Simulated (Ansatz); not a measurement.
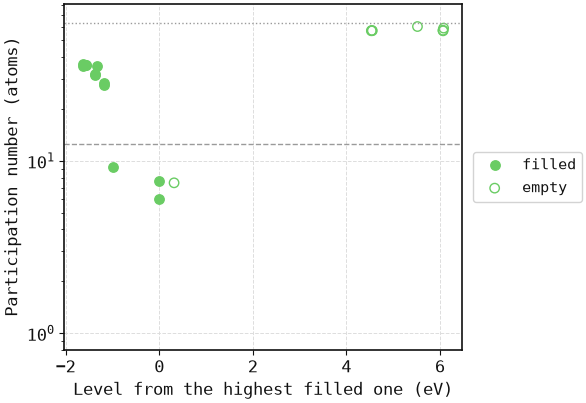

Levels near the gap of a 63-atom cell against the number of atoms over which each spreads (dotted: all atoms; dashed: a fifth of them). Host AlN with a vacancy of Al.

Structure: Al31N32 (defect cell), 63 atoms in the cell, cell charge −1 e.

Level of theory: DFT, HSE06, PAW, plane waves, one k point, (0.25, 0.25, 0.25), 420 eV cutoff; code Ansatz.

**Which of these levels are localised (under the dashed line)?**

4 of the 20 levels shown spread over less than a fifth of the cell: −1.00 eV (filled, over about 9 atoms, mostly N), −0.01 eV (filled, over about 6 atoms, mostly N), 0.00 eV (filled, over about 8 atoms, mostly N) and 0.32 eV (empty, over about 7 atoms, mostly N).

**How far apart are the highest filled and the lowest empty level?**

The lowest empty level lies 0.32 eV above the highest filled one.

One k point in a finite cell, so levels carry errors of tenths of an eV.
